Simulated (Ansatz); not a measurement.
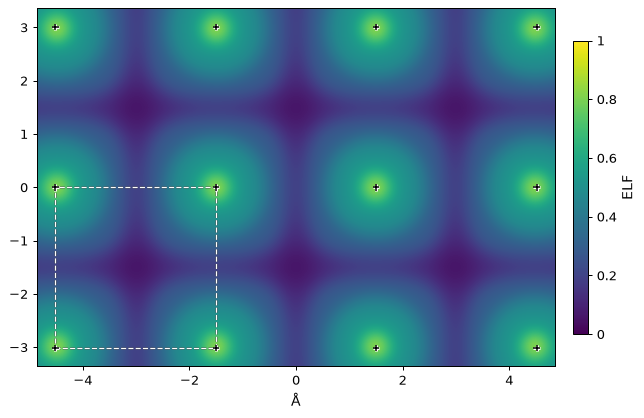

The ELF on a plane through atoms (crosses mark nuclei in the plane).

Computed with Ansatz, DFT, r2SCAN, plane waves (500 eV) with PAW, scalar-relativistic.

Candidates:
A. Rh, a = 2.72 Å, b = 2.72 Å, c = 8.90 Å, α = 90.00°, β = 90.00°, γ = 120.00°. Space group P6₃/mmc; set up as Rh, dhcp; a generated structure, not necessarily the stable one; changed on purpose from its base cell (volume × 1.04); computed pressure about −10 GPa in this cell; the program warned that a starting moment wasn't kept; spin-polarised, but the moments vanished.
B. Hg, a = 3.01 Å, b = 3.01 Å, c = 3.01 Å, α = 90.00°, β = 90.00°, γ = 90.00°. Space group Pm-3m; set up as Hg, simple cubic; a generated structure, not necessarily the stable one.

**Which system is this?**

Candidate B: Hg on the (001) plane of the conventional cell, which holds Hg. Hg–Hg (3.01 Å): the ELF is about 0.20 at the midpoint; no localised pair shows between them.
